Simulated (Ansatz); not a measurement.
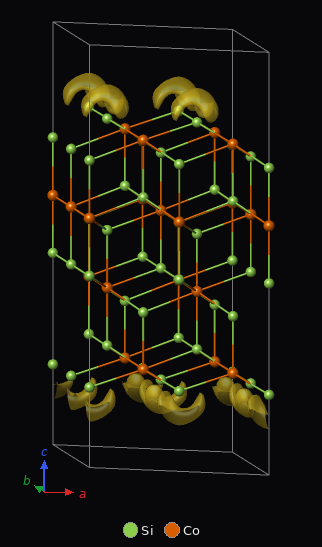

Figure. CoSi2 (slab). Isosurface of the electron localisation function at 0.8 (yellow), seen slightly off an axis. Only the valence region is drawn (cores and ρ < 0.01 e/Å³ removed). Sticks mark near contacts.

Computed without spin polarisation.

All numbers below come from Ansatz 0.2.0, DFT PBEsol, scalar-relativistic, plane waves, PAW.

Core electrons are frozen (PAW), and the valence fields are smoothed inside the atomic spheres.

Input file:

```
crystal:
  lattice:
    - [3.7565103795, 0.0, 0.0]
    - [-1.8782551897, 3.2532334182, 0.0]
    - [0.0, 0.0, 25.7351225838]
  atoms:
    - { symbol: Si, position: [0.0, 0.0, 0.2914305139] }
    - { symbol: Co, position: [0.6666666667, 0.3333333333, 0.3212261548] }
    - { symbol: Si, position: [0.3333333333, 0.6666666667, 0.3510217956] }
    - { symbol: Si, position: [0.6666666667, 0.3333333333, 0.4106130774] }
    - { symbol: Co, position: [0.3333333333, 0.6666666667, 0.4404087183] }
    - { symbol: Si, position: [0.0, 0.0, 0.4702043591] }
    - { symbol: Si, position: [0.3333333333, 0.6666666667, 0.5297956409] }
    - { symbol: Co, position: [0.0, 0.0, 0.5595912817] }
    - { symbol: Si, position: [0.6666666667, 0.3333333333, 0.5893869226] }
    - { symbol: Si, position: [0.0, 0.0, 0.6489782044] }
    - { symbol: Co, position: [0.6666666667, 0.3333333333, 0.6787738452] }
    - { symbol: Si, position: [0.3333333333, 0.6666666667, 0.7085694861] }
basis:
  ecutwfc: 420
kpoints:
  mp_grid: { grid: [9, 9, 1] }
hamiltonian:
  xc: pbesol
scf:
  occupations: { method: gaussian, width: 0.1 }
output:
  forces: true
  eigenvalues: true
  write_density: true
  write_potential: true
  elf: true
  volumetric_format: npy
relax:
  adjacent_minimum: "off"
  f_tol: 0.02
  max_steps: 60
efield:
  axis: 3
  dipole_correction: true
  ramp_width: 0.04
```

Command:

```sh
ansatz run input.yaml --threads 2 --pin off --max-ram 5120MiB --backend cpu --events-out ev --progress --plain --runs-dir out
```

The fields are those of the run's last geometry, not of the input's.

> Describe the localisation domains.

At this value the surface marks out two lobes on Si, pointing away from the bonds (lone pairs), counted in one cell of 12 atoms. Counts are for one cell; the picture repeats the cell along the surface. Along the contacts the grid gives the following. Co–Si (2.27 Å): the ELF peaks at about 0.75 in the valence shell of Si, 0.9 Å from its nucleus, and is about 0.50 at the midpoint. Co–Si (2.31 Å): the ELF peaks at about 0.75 between the atoms.
